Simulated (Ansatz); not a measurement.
**Two runs on Al$_{12}$H**

System: Al$_{12}$H (slab, 13 atoms in the cell).
Method of the first run: DFT PBE+D3(BJ), scalar-relativistic, plane waves, PAW, PAW set soft_1, no spin polarisation (Ansatz 0.2.0).

The structure derives from an entry of the Crystallography Open Database. Text and figures count atoms from 1; the logs count them from 0 in places.

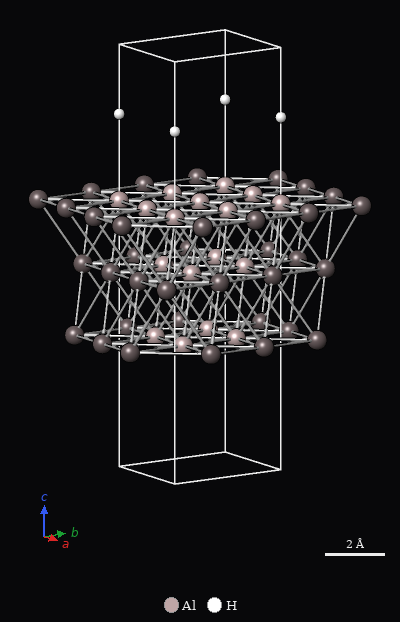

The input geometry (ball-and-stick view of the cell of the calculation, with the vacuum cut short, seen slightly off an axis; neighbours outside the cell are drawn fainter). An atom can appear more than once, as a periodic image.

The input, the first run:
```yaml
crystal:
  lattice:
    - [5.6314608525, 0.0, 0.0]
    - [-2.8157304263, 4.8769881587, 0.0]
    - [0.0, 0.0, 21.5684292007]
  atoms:
    - { symbol: Al, position: [0.3333333333, 0.1666666667, 0.1854562501] }
    - { symbol: Al, position: [0.3333333333, 0.6666666667, 0.1854562501] }
    - { symbol: Al, position: [0.8333333333, 0.1666666667, 0.1854562501] }
    - { symbol: Al, position: [0.8333333333, 0.6666666667, 0.1854562501] }
    - { symbol: Al, position: [0.1666666667, 0.3333333333, 0.2913950739] }
    - { symbol: Al, position: [0.1666666667, 0.8333333333, 0.2913950739] }
    - { symbol: Al, position: [0.6666666667, 0.3333333333, 0.2913950739] }
    - { symbol: Al, position: [0.6666666667, 0.8333333333, 0.2913950739] }
    - { symbol: Al, position: [0.0, 0.0, 0.3972671872] }
    - { symbol: Al, position: [0.0, 0.5, 0.3972671872] }
    - { symbol: Al, position: [0.5, 0.0, 0.3972671872] }
    - { symbol: Al, position: [0.5, 0.5, 0.3972671872] }
    - { symbol: H, position: [0.0, 0.0, 0.5363593748] }
basis:
  ecutwfc: 420
kpoints:
  mp_grid: { grid: [6, 6, 1] }
hamiltonian:
  xc: pbe
  pseudopotentials: { kind: paw, azcp: { folder: soft_1 } }
  dispersion: d3bj
scf:
  occupations: { method: gaussian, width: 0.1 }
output:
  forces: true
  eigenvalues: true
efield:
  axis: 3
  dipole_correction: true
  ramp_width: 0.04
```

Command:
```bash
ansatz run input.yaml --threads 1 --pin off --max-ram 3072MiB --backend cpu --events-out ev --progress --plain --runs-dir out
```

Hardware: 1 thread of Intel Xeon @ 2.50GHz (Skylake/Cascade Lake), 16 GiB of memory available, shared host.

Output, shortened to warnings, some set-up lines, iterations and results (the first run):
```
Basis set: ecut = 420 eV, 11605 PW (Γ), exchange–correlation on 80×80×300 points (8 copies of the dense FFT grid, shifted against one another)
Symmetry: 6 space group operations
k-points: 7 of 36 (time reversal used)
[...]
SCF iter   1: F=—  HF=-6465.783568 eV  |F-HF|=—  |Δ(HF+E_count)|=         —  Δρ=1.90e-2  dr2=1.14e1  ethr=3.10e-3  p=-0.000 e·Å  D=-2.76e-7 V/Å  ΔV_dip=0.00 eV  …
SCF iter   2: F=—  HF=-6464.082427 eV  |F-HF|=—  |Δ(HF+E_count)|=    1.70e0  Δρ=1.14e-2  dr2=5.29e0  ethr=3.10e-3  p=-0.453 e·Å  D=-1.38e-1 V/Å  ΔV_dip=2.99 eV  …
SCF iter   3: F=—  HF=-6463.631786 eV  |F-HF|=—  |Δ(HF+E_count)|=   4.51e-1  Δρ=2.24e-3  dr2=1.12e-1  ethr=3.10e-3  p=-0.305 e·Å  D=-9.31e-2 V/Å  ΔV_dip=2.01 eV  …
SCF iter   4: F=—  HF=-6463.627973 eV  |F-HF|=—  |Δ(HF+E_count)|=   3.81e-3  Δρ=1.07e-3  dr2=1.23e-2  ethr=3.02e-4  p=-0.332 e·Å  D=-1.01e-1 V/Å  ΔV_dip=2.18 eV  …
SCF iter   5: F=—  HF=-6463.627761 eV  |F-HF|=—  |Δ(HF+E_count)|=   2.12e-4  Δρ=5.76e-4  dr2=4.67e-3  ethr=3.33e-5  p=-0.325 e·Å  D=-9.92e-2 V/Å  ΔV_dip=2.14 eV  …
SCF iter   6: F=—  HF=-6463.627542 eV  |F-HF|=—  |Δ(HF+E_count)|=   2.19e-4  Δρ=2.27e-4  dr2=8.27e-4  ethr=1.26e-5  p=-0.319 e·Å  D=-9.75e-2 V/Å  ΔV_dip=2.10 eV  …
SCF iter   7: F=—  HF=-6463.627573 eV  |F-HF|=—  |Δ(HF+E_count)|=   3.13e-5  Δρ=4.03e-5  dr2=2.92e-5  ethr=2.23e-6  p=-0.316 e·Å  D=-9.64e-2 V/Å  ΔV_dip=2.08 eV  …
SCF iter   8: F=—  HF=-6463.627611 eV  |F-HF|=—  |Δ(HF+E_count)|=   3.81e-5  Δρ=1.19e-5  dr2=3.09e-6  ethr=7.89e-8  p=-0.314 e·Å  D=-9.61e-2 V/Å  ΔV_dip=2.07 eV  …
SCF iter   9: F=—  HF=-6463.627611 eV  |F-HF|=—  |Δ(HF+E_count)|=   4.15e-7  Δρ=4.57e-6  dr2=3.59e-7  ethr=8.34e-9  p=-0.314 e·Å  D=-9.60e-2 V/Å  ΔV_dip=2.07 eV  …
SCF iter  10: F=-6463.627612 eV  HF=-6463.627612 eV  |F-HF|=1.04e-8  |Δ(HF+E_count)|=   1.20e-7  Δρ=1.20e-6  dr2=2.24e-8  ethr=2.70e-10  p=-0.314 e·Å  D=-9.60e-2 V/Å  …
SCF 1 converged in 10 iterations: F = -6463.627612 eV  dr2 = 2.24e-8
SCF converged after 10 iterations
Free energy (F): -6463.627612 eV
Harris-Foulkes:  -6463.627612 eV  (|F-HF|=1.04e-8)
Internal energy: -6463.585196 eV  (E = F + TS)
E sigma→0 (E₀):  -6463.606404 eV
Entropy (-TS):   -0.042416 eV (-3.263 meV/atom)
Fermi energy:    -0.658727 eV
Dipole field:    D = -0.095998 V/Å  (p = -0.314263 e·Å, saw-weighted, corrected)
Work function:   Φ+ = 6.0165 eV   Φ− = 3.9460 eV
Levels:          The Fermi level and band energies are counted from a zero that moves with the ramp; work functions are not
--- Per-component energies (eV) ---
  E_band       = -175.924636
  E_kinetic    = 273.357062
  E_local      = -7034.050338  (includes V_loc(G=0)·N_el)
  E_nonlocal   = 122.622206
  E_hartree    = 3430.622436
  E_xc         = -453.820486
  E_vxc        = -351.521968  (∫ρ·V_xc dr)
  E_paw        = -5633.597543  (= ΣΔE_a)
  E_vpaw       = -42.792427  (= ΣTr[D̂ρ^β])
  E_aug_tail   = -0.000734  (compensation charges beyond the density's cutoff)
  E_efield     = 0.015084  (sawtooth field / dipole correction)
  E_vefield    = -4.789635  (∫n·V_field dr)
  E_ewald      = 2834.175515
  E_disp       = -2.908397  (pairwise vdW)
  E_smearing   = -0.042416  (= −TS)
  E_closure    = 0.000000  (closes the sum)
  Σ components = -6463.627612   (vs F -6463.627612, Δ=0.00e0)
--- Forces (eV/Å), atoms counted from 1 ---
  atom   1  Al     0.04142895     0.02391902    -0.09600475
  atom   2  Al     0.00000000     0.00000000    -0.05799087
  atom   3  Al    -0.04142895     0.02391902    -0.09600475
  atom   4  Al     0.00000000    -0.04783803    -0.09600475
  atom   5  Al    -0.00000000     0.10040337     0.00706297
  atom   6  Al     0.08695187    -0.05020169     0.00706297
  atom   7  Al     0.00000000    -0.00000000    -0.06106447
  atom   8  Al    -0.08695187    -0.05020169     0.00706297
  atom   9  Al    -0.00000000    -0.00000000     1.17811117
  atom  10  Al    -0.01129244    -0.00651969     0.09306690
  atom  11  Al    -0.00000000     0.01303938     0.09306690
  atom  12  Al     0.01129244    -0.00651969     0.09306690
  atom  13  H     -0.00000000    -0.00000000    -1.07144538
  max |Σ_I F_I| component: 1.42e-5 eV/Å
```

For the second run the input was changed thus:
```diff
-    - { symbol: H, position: [0.0, 0.0, 0.5363593748] }
+    - { symbol: H, position: [0.0, 0.0833333333, 0.5363593748] }
```

How does the second run compare with the first run?

With the same functional and potentials, the second run lies 1.4 meV per atom higher. The largest force goes from 1.178 to 1.086 eV/Å. The number of SCF iterations is the same. The irreducible k-points go from 7 to 20. On the same kind of shared host the second run took about 2.7 times as long.

Output, shortened to warnings, some set-up lines, iterations and results (the second run):
```
Basis set: ecut = 420 eV, 11605 PW (Γ), exchange–correlation on 80×80×300 points (8 copies of the dense FFT grid, shifted against one another)
Symmetry: 1 space group operations
k-points: 20 of 36 (time reversal used)
[...]
SCF iter   1: F=—  HF=-6465.765739 eV  |F-HF|=—  |Δ(HF+E_count)|=         —  Δρ=1.89e-2  dr2=1.14e1  ethr=3.10e-3  p=-0.000 e·Å  D=-2.76e-7 V/Å  ΔV_dip=0.00 eV  …
SCF iter   2: F=—  HF=-6463.985951 eV  |F-HF|=—  |Δ(HF+E_count)|=    1.78e0  Δρ=1.11e-2  dr2=4.63e0  ethr=3.10e-3  p=-0.445 e·Å  D=-1.36e-1 V/Å  ΔV_dip=2.93 eV  …
SCF iter   3: F=—  HF=-6463.614061 eV  |F-HF|=—  |Δ(HF+E_count)|=   3.72e-1  Δρ=2.31e-3  dr2=1.05e-1  ethr=3.10e-3  p=-0.306 e·Å  D=-9.34e-2 V/Å  ΔV_dip=2.01 eV  …
SCF iter   4: F=—  HF=-6463.609781 eV  |F-HF|=—  |Δ(HF+E_count)|=   4.28e-3  Δρ=1.23e-3  dr2=1.82e-2  ethr=2.83e-4  p=-0.332 e·Å  D=-1.01e-1 V/Å  ΔV_dip=2.19 eV  …
SCF iter   5: F=—  HF=-6463.609444 eV  |F-HF|=—  |Δ(HF+E_count)|=   3.37e-4  Δρ=5.78e-4  dr2=5.34e-3  ethr=4.92e-5  p=-0.326 e·Å  D=-9.96e-2 V/Å  ΔV_dip=2.15 eV  …
SCF iter   6: F=—  HF=-6463.609281 eV  |F-HF|=—  |Δ(HF+E_count)|=   1.63e-4  Δρ=1.87e-4  dr2=6.18e-4  ethr=1.44e-5  p=-0.319 e·Å  D=-9.75e-2 V/Å  ΔV_dip=2.10 eV  …
SCF iter   7: F=—  HF=-6463.609312 eV  |F-HF|=—  |Δ(HF+E_count)|=   3.17e-5  Δρ=3.32e-5  dr2=1.40e-5  ethr=1.67e-6  p=-0.316 e·Å  D=-9.65e-2 V/Å  ΔV_dip=2.08 eV  …
SCF iter   8: F=—  HF=-6463.609341 eV  |F-HF|=—  |Δ(HF+E_count)|=   2.83e-5  Δρ=1.19e-5  dr2=2.65e-6  ethr=3.77e-8  p=-0.315 e·Å  D=-9.62e-2 V/Å  ΔV_dip=2.08 eV  …
SCF iter   9: F=—  HF=-6463.609341 eV  |F-HF|=—  |Δ(HF+E_count)|=   7.15e-7  Δρ=3.56e-6  dr2=2.54e-7  ethr=7.17e-9  p=-0.315 e·Å  D=-9.62e-2 V/Å  ΔV_dip=2.07 eV  …
SCF iter  10: F=-6463.609341 eV  HF=-6463.609341 eV  |F-HF|=3.08e-8  |Δ(HF+E_count)|=   8.26e-8  Δρ=9.84e-7  dr2=1.26e-8  ethr=2.70e-10  p=-0.315 e·Å  D=-9.62e-2 V/Å  …
SCF 1 converged in 10 iterations: F = -6463.609341 eV  dr2 = 1.26e-8
SCF converged after 10 iterations
Free energy (F): -6463.609341 eV
Harris-Foulkes:  -6463.609341 eV  (|F-HF|=3.08e-8)
Internal energy: -6463.566269 eV  (E = F + TS)
E sigma→0 (E₀):  -6463.587805 eV
Entropy (-TS):   -0.043073 eV (-3.313 meV/atom)
Fermi energy:    -0.659484 eV
Dipole field:    D = -0.096163 V/Å  (p = -0.314803 e·Å, saw-weighted, corrected)
Work function:   Φ+ = 6.0204 eV   Φ− = 3.9463 eV
Levels:          The Fermi level and band energies are counted from a zero that moves with the ramp; work functions are not
--- Per-component energies (eV) ---
  E_band       = -175.950776
  E_kinetic    = 273.348059
  E_local      = -7033.968848  (includes V_loc(G=0)·N_el)
  E_nonlocal   = 122.619221
  E_hartree    = 3430.571173
  E_xc         = -453.809504
  E_vxc        = -351.507268  (∫ρ·V_xc dr)
  E_paw        = -5633.594222  (= ΣΔE_a)
  E_vpaw       = -42.789920  (= ΣTr[D̂ρ^β])
  E_aug_tail   = -0.000733  (compensation charges beyond the density's cutoff)
  E_efield     = 0.015136  (sawtooth field / dipole correction)
  E_vefield    = -4.797812  (∫n·V_field dr)
  E_ewald      = 2834.161973
  E_disp       = -2.908523  (pairwise vdW)
  E_smearing   = -0.043073  (= −TS)
  E_closure    = -0.000000  (closes the sum)
  Σ components = -6463.609341   (vs F -6463.609341, Δ=0.00e0)
--- Forces (eV/Å), atoms counted from 1 ---
  atom   1  Al     0.05135059     0.01594035    -0.09631155
  atom   2  Al    -0.00311696     0.02252813    -0.06323947
  atom   3  Al    -0.04884624     0.01249286    -0.07339793
  atom   4  Al    -0.00257766    -0.04746883    -0.11008540
  atom   5  Al     0.00091439     0.08269870     0.03980060
  atom   6  Al     0.07499606    -0.05137463    -0.02929116
  atom   7  Al    -0.00676986     0.02223130    -0.05840716
  atom   8  Al    -0.06680742    -0.04958778     0.00144510
  atom   9  Al    -0.03424934     0.07352755     1.08260341
  atom  10  Al    -0.00005931    -0.00922512     0.13476207
  atom  11  Al    -0.00529061     0.00319823     0.09838067
  atom  12  Al     0.00738899    -0.01205286     0.10737473
  atom  13  H      0.03306781    -0.06290822    -1.03365045
  max |Σ_I F_I| component: 1.65e-5 eV/Å
```

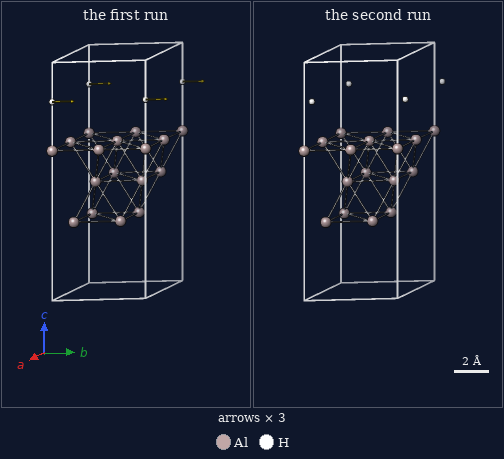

The two input geometries at one scale (ball-and-stick view of the cell of the calculation, with the vacuum cut short, seen slightly off an axis). The yellow arrows on the first give the shifts of the atoms relative to the cell, magnified 3 times. The atom that moves furthest is the H atom (0.47 Å). Al stays in place. The cell doesn't change.

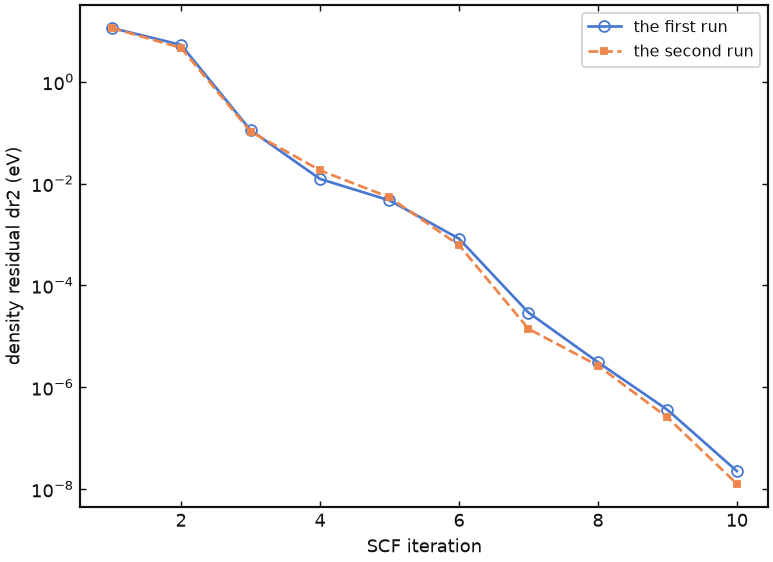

Convergence of the two runs: density residual dr2 against the SCF iteration. The first run takes 10 iterations in all, and the second run takes 10.

The two runs side by side:

```csv
quantity,the first run,the second run
outcome,converged,converged
free energy per atom (eV),−497.2021,−497.2007
"energy per atom, smearing taken to zero (eV)",−497.2005,−497.1991
gap on the mesh (eV),0.00,0.00
work function (eV),6.02,6.02
largest force (eV/Å),1.178,1.086
SCF iterations,10,10
irreducible k-points,7,20
plane waves at Γ,11605,11605
wall time (shared host),11 s,30 s
```
